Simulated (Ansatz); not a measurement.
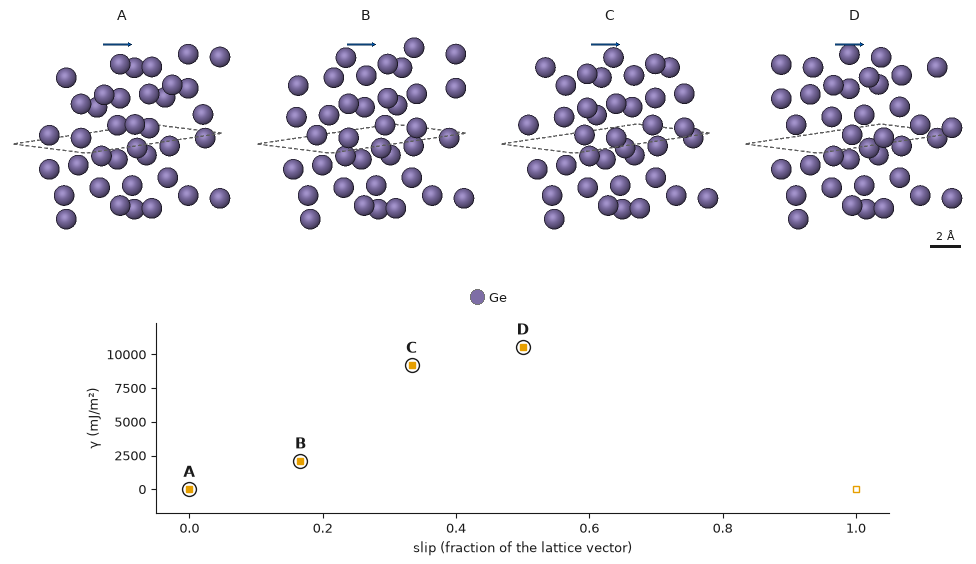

Crystalline Ge (R-3): the crystal above a cut along the (1 1 0) plane of the conventional cell (between a plane of Ge below and one of Ge above, 0.96 Å apart) is slid rigidly by fractions of an in-plane lattice vector 9.73 Å long (a generalised stacking fault). One cut stands in each cell, which starts 9.9 Å high; nothing is relaxed, and the dashed outline marks the cut, the arrow on top the direction of slip. The lettered frames are marked on the plot. Hollow markers are points alike by symmetry, not computed again. The picture is a spheres-only view of the layers on both sides of the cut, seen from the side, nearly along the cut plane.

Theory: Ansatz, DFT r2SCAN, scalar-relativistic, plane waves, PAW. Settings: plane-wave cutoff 500 eV; k-point mesh 7 × 7 × 4; occupations gaussian; smearing width 0.15 eV; no spin polarisation. Energies (free energies at the smearing named) are counted from the relaxed crystal.

What does the scan show?

Answer. The curve starts and ends at zero, since a full lattice vector restores the crystal. Its highest computed point is 10558 mJ/m² at slip 0.50. The points are too sparse to place its extrema closely. Relaxation across the fault would lower the values.
